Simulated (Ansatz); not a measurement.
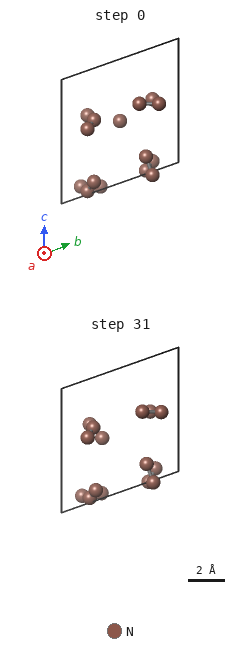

The structure of a defect cell of composition N (started half-way along a vacancy jump, in the symmetry of that start) before (top) and after (bottom) a relaxation, at one scale.

A ball-and-stick model of the cell of the calculation, reduced to other axes (origin shifted), seen along the a axis. Lengths and directions refer to the drawn axes.

All numbers below come from DFT PBE+D3(BJ), scalar-relativistic, plane waves, PAW (Ansatz). (plane-wave cutoff 420 eV; k-point mesh 4 × 4 × 4; occupations gaussian; smearing width 0.05 eV; no spin polarisation; atoms relaxed in a fixed cell; force threshold 0.02 eV/Å; at most 60 steps)

> Summarise the run.

After 22 accepted moves (31 points after the start) the energy has fallen by 10.617 eV per cell of the calculation. Largest force component: 6.6 eV/Å at the start, 0.0013 eV/Å at the end. The line search rejected the trial steps at points 8, 11, 17, 22, 27 of the run. 4 steps only repeated the SCF at the same geometry. The forces were under the threshold at step 15, but the run went on from there. An N atom moves most: 1.16 Å roughly along [1 −3 0]. The cell doesn't change. Near-neighbour distances that change, for instance: N–N 2.016 → 1.102 Å. New bonds form: N–N (2.02 → 1.10 Å).

Limits of the set-up: the cell has an odd number of electrons but was run without spin polarisation; the periodic images lie only 8.1 Å apart, so the values are limited by the cell's size.
